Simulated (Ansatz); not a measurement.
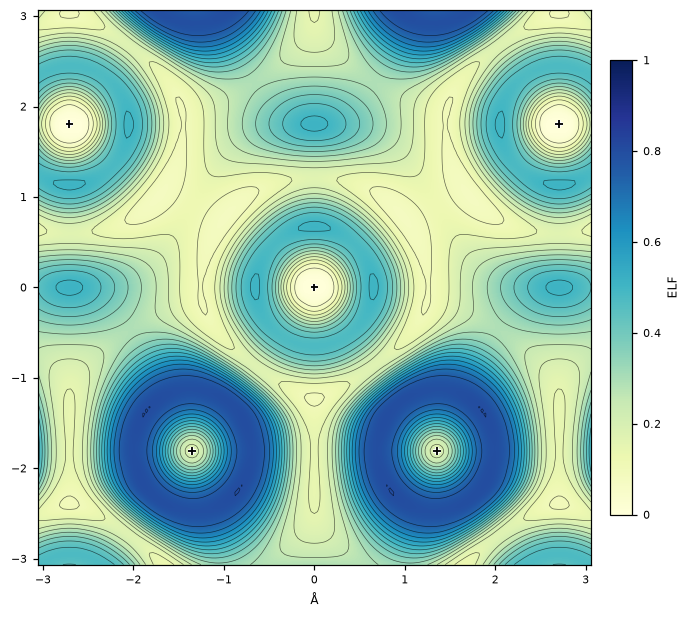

The electron localisation function on a plane through atoms (crosses mark nuclei in the plane).

The calculation used Kohn-Sham DFT of a periodic cell, PBEsol, all-electron PAW datasets made for the crystal (Ansatz).

Candidates:
A. LuH$_{2}$, a = 5.03 Å, b = 5.03 Å, c = 5.03 Å, α = 90.00°, β = 90.00°, γ = 90.00°. Space group Fm-3m; computed pressure about −4 GPa in this cell.
B. HfN, a = 3.13 Å, b = 3.13 Å, c = 5.42 Å, α = 90.00°, β = 90.00°, γ = 120.00°. Space group P6₃/mmc; a structure from a database of computed crystals, not necessarily the ambient phase; computed pressure about −2 GPa in this cell.
C. BN, a = 2.55 Å, b = 2.55 Å, c = 4.23 Å, α = 90.00°, β = 90.00°, γ = 120.00°. Space group P6₃mc; a structure from a database of computed crystals, not necessarily the ambient phase; computed pressure about −6 GPa in this cell.

**Which system is this?**

Candidate B: HfN on the (110) plane of the conventional cell, which holds Hf and N. Hf–N (2.26 Å): the ELF peaks at about 0.80 in the valence shell of N, 0.7 Å from its nucleus, and drops to about 0.15 between the two atoms; no shared electron pair shows on this line.
